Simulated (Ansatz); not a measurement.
## Electronic structure of Ga16O23 (cell with a defect) in real space

Input file:

```
crystal:
  lattice:
    - [-4.758272212, -1.5236597458, -5.647789082]
    - [-6.1387136056, 4.5709792375, -0.0036362686]
    - [1.3804413936, 6.0946389833, -5.6441528134]
  atoms:
    - { symbol: Ga, position: [0.655712298, 0.6667505249, 0.6611930678], spin: 0.667 }
    - { symbol: Ga, position: [0.9013369376, 0.4161267869, 0.4132391443] }
    - { symbol: Ga, position: [0.1513369376, 0.1661267869, 0.1632391443] }
    - { symbol: Ga, position: [0.4013369376, 0.9161267869, 0.9132391443] }
    - { symbol: Ga, position: [0.5986630624, 0.0838732131, 0.0867608557] }
    - { symbol: Ga, position: [0.8486630624, 0.8338732131, 0.8367608557] }
    - { symbol: Ga, position: [0.0986630624, 0.5838732131, 0.5867608557] }
    - { symbol: Ga, position: [0.3486630624, 0.3338732131, 0.3367608557] }
    - { symbol: Ga, position: [0.4655860505, 0.7154504276, 0.3298086919] }
    - { symbol: Ga, position: [0.7155860505, 0.4654504276, 0.0798086919] }
    - { symbol: Ga, position: [0.9655860505, 0.2154504276, 0.8298086919] }
    - { symbol: Ga, position: [0.2155860505, 0.9654504276, 0.5798086919] }
    - { symbol: Ga, position: [0.7844139495, 0.0345495724, 0.4201913081] }
    - { symbol: Ga, position: [0.0344139495, 0.7845495724, 0.1701913081] }
    - { symbol: Ga, position: [0.2803220038, 0.5362881051, 0.9265383332], spin: 0.667 }
    - { symbol: Ga, position: [0.5320454927, 0.2935993466, 0.6642271272], spin: 0.667 }
    - { symbol: O, position: [0.7501417276, 0.2423260322, 0.5057909077] }
    - { symbol: O, position: [0.0001417276, 0.9923260322, 0.2557909077] }
    - { symbol: O, position: [0.2501417276, 0.7423260322, 0.0057909077] }
    - { symbol: O, position: [0.7498582724, 0.2576739678, 0.9942090923] }
    - { symbol: O, position: [0.9998582724, 0.0076739678, 0.7442090923] }
    - { symbol: O, position: [0.2498582724, 0.7576739678, 0.4942090923] }
    - { symbol: O, position: [0.4998582724, 0.5076739678, 0.2442090923] }
    - { symbol: O, position: [0.4113006766, 0.9351414593, 0.1514690746] }
    - { symbol: O, position: [0.6613006766, 0.6851414593, 0.9014690746] }
    - { symbol: O, position: [0.9113006766, 0.4351414593, 0.6514690746] }
    - { symbol: O, position: [0.1613006766, 0.1851414593, 0.4014690746] }
    - { symbol: O, position: [0.8386993234, 0.8148585407, 0.5985309254] }
    - { symbol: O, position: [0.0886993234, 0.5648585407, 0.3485309254] }
    - { symbol: O, position: [0.3386993234, 0.3148585407, 0.0985309254] }
    - { symbol: O, position: [0.5886993234, 0.0648585407, 0.8485309254] }
    - { symbol: O, position: [0.0712500617, 0.5982023859, 0.819160726] }
    - { symbol: O, position: [0.3212500617, 0.3482023859, 0.569160726] }
    - { symbol: O, position: [0.5712500617, 0.0982023859, 0.319160726] }
    - { symbol: O, position: [0.8212500617, 0.8482023859, 0.069160726] }
    - { symbol: O, position: [0.1787499383, 0.1517976141, 0.930839274] }
    - { symbol: O, position: [0.4287499383, 0.9017976141, 0.680839274] }
    - { symbol: O, position: [0.6787499383, 0.6517976141, 0.430839274] }
    - { symbol: O, position: [0.9287499383, 0.4017976141, 0.180839274] }
  host:
    lattice:
      - [6.1387136056, -1.5236597458, 0.0036362686]
      - [6.1387136056, 1.5236597458, 0.0036362686]
      - [-1.3804413936, 0.0, 5.6441528134]
    atoms:
      - { symbol: Ga, position: [0.3412681378, 0.3412681378, 0.6854239181] }
      - { symbol: Ga, position: [0.6587318622, 0.6587318622, 0.3145760819] }
      - { symbol: Ga, position: [0.9094817609, 0.9094817609, 0.2046052577] }
      - { symbol: Ga, position: [0.0905182391, 0.0905182391, 0.7953947423] }
      - { symbol: O, position: [0.5037661201, 0.5037661201, 0.7440673647] }
      - { symbol: O, position: [0.4962338799, 0.4962338799, 0.2559326353] }
      - { symbol: O, position: [0.826778932, 0.826778932, 0.4372302488] }
      - { symbol: O, position: [0.173221068, 0.173221068, 0.5627697512] }
      - { symbol: O, position: [0.1652737762, 0.1652737762, 0.1095892123] }
      - { symbol: O, position: [0.8347262238, 0.8347262238, 0.8904107877] }
basis:
  ecutwfc: 420
  xc_grid: 2
kpoints:
  mp_grid: { grid: [2, 2, 2], shift: [0.5, 0.5, 0.5] }
hamiltonian:
  xc: pbesol
scf:
  occupations: { method: gaussian, width: 0.02 }
  lower_state_search: "off"
output:
  forces: true
  stress: false
  eigenvalues: true
  populations: true
  charged_corrections:
    defect_position: [0.50014173, 0.49232603, 0.75579091]
    epsilon:
      - [11.0639, 0.0, -0.7599]
      - [0.0, 10.9229, 0.0]
      - [-0.7599, 0.0, 13.5993]
  write_density: true
  write_potential: true
  elf: true
  volumetric_format: npy
magnetization:
  spin_polarized: true
relax:
  adjacent_minimum: "off"
  f_tol: 0.03
  max_steps: 40
```

Run with:

```sh
ansatz run input.yaml --threads 8 --pin off --max-ram 16384MiB --backend cpu --events-out ev --progress --plain --runs-dir out
```

The fields are those of the run's last geometry, not of the input's.

The program warned that a starting moment wasn't kept; spin-polarised, but the moments vanished.

All numbers below come from DFT PBEsol, scalar-relativistic, plane waves, PAW in Ansatz 0.2.0.

The density is the valence pseudo-density of a PAW calculation; it isn't the true density close to the nuclei.

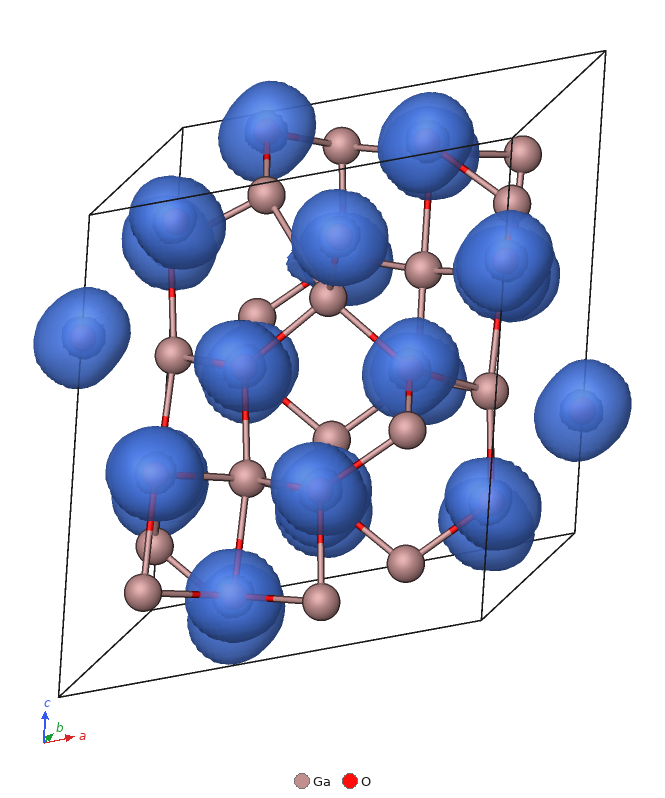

Figure 1. Isosurface of the ELF at 0.7 (blue), seen slightly off an axis. Only the valence region is drawn (cores and ρ < 0.01 e/Å³ removed). Sticks mark near contacts.

### Identify the bonds, lone pairs and shells in this picture.

At this value the surface marks out 23 regions wrapped around O (the valence shell of each) and one pocket between the atoms, centred on no nucleus (multi-centre or interstitial), counted in one cell of 39 atoms. Regions shared between cells count once. Along the contacts the grid gives the following. Ga–O (1.83 Å): the ELF peaks at about 0.80 in the valence shell of O, 0.6 Å from its nucleus, and is about 0.40 at the midpoint. Ga–Ga (2.55 Å): the ELF peaks at about 0.70 between the atoms.

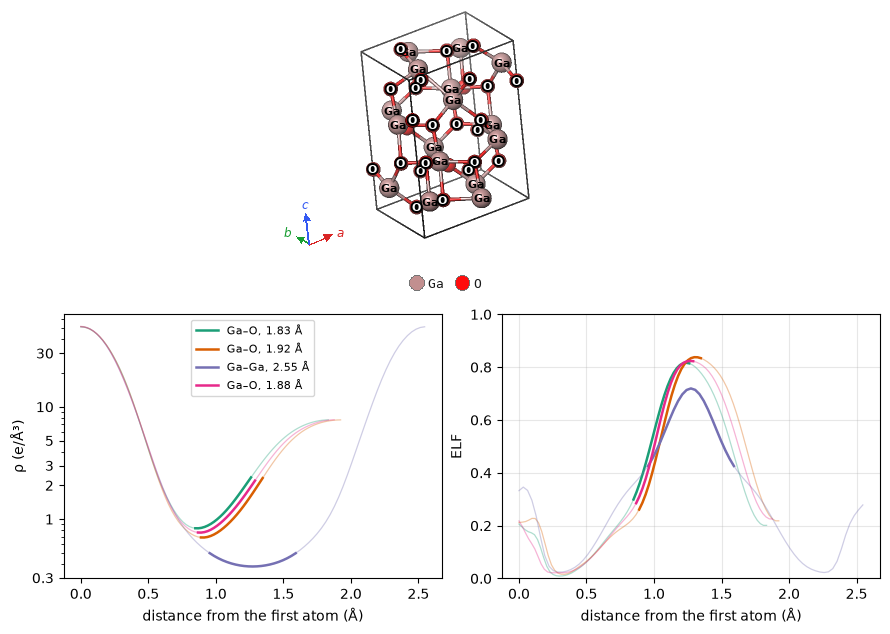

Figure 2. Valence electron density and electron localisation function along straight lines between neighbouring atoms. Thin, pale parts lie inside the atomic spheres. The structure is drawn too.

### What can be read from the curves?

Ga–O (1.83 Å): the density is about 0.85 e/Å³ at the midpoint; the ELF peaks at about 0.80 in the valence shell of O, 0.6 Å from its nucleus, and is about 0.40 at the midpoint.
Ga–O (1.92 Å): the density is about 0.71 e/Å³ at the midpoint; the ELF peaks at about 0.85 in the valence shell of O, 0.6 Å from its nucleus, and is about 0.35 at the midpoint.
Ga–Ga (2.55 Å): ρ at the midpoint is about 0.38 e/Å³; the ELF peaks at about 0.70 between the atoms.
Ga–O (1.88 Å): ρ is about 0.78 e/Å³ halfway; the ELF peaks at about 0.80 in the valence shell of O, 0.6 Å from its nucleus, and is about 0.40 at the midpoint.

### Metal or insulator at this level of theory?

It is gapped, with a Kohn–Sham gap of 2.7 eV on the k-point mesh, an upper bound to the gap of this method.
